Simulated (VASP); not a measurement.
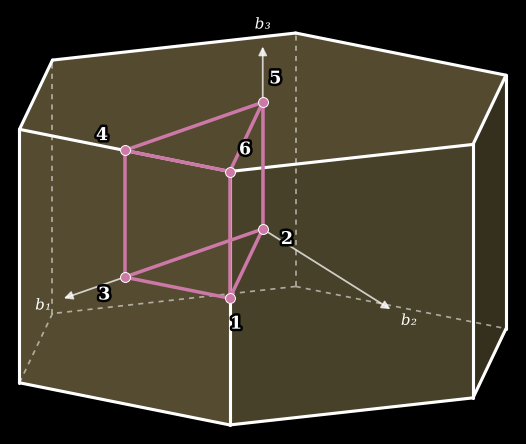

Crystal: MgO, a cell listed in the Materials Project, as set up for an electronic-structure calculation. The first Brillouin zone of a primitive hexagonal lattice (hP; extended symbol hP2) is drawn with its special points numbered. Geometry calculated from the standardised cell; symmetry tolerance 0.002 Å.

a = 3.308 Å, b = 3.308 Å, c = 4.983 Å, α = 90.00°, β = 90.00°, γ = 120.00°.

Labels and path follow the convention of Hinuma et al. (2017), as computed by seekpath; the arrows show the directions of the reciprocal primitive vectors b₁, b₂, b₃, in which coordinates are given.

Give the label and coordinates of each numbered point.

```
no.  label      coordinates
  1      K    (1/3, 1/3, 0)
  2      Γ        (0, 0, 0)
  3      M      (1/2, 0, 0)
  4      L    (1/2, 0, 1/2)
  5      A      (0, 0, 1/2)
  6      H  (1/3, 1/3, 1/2)
```
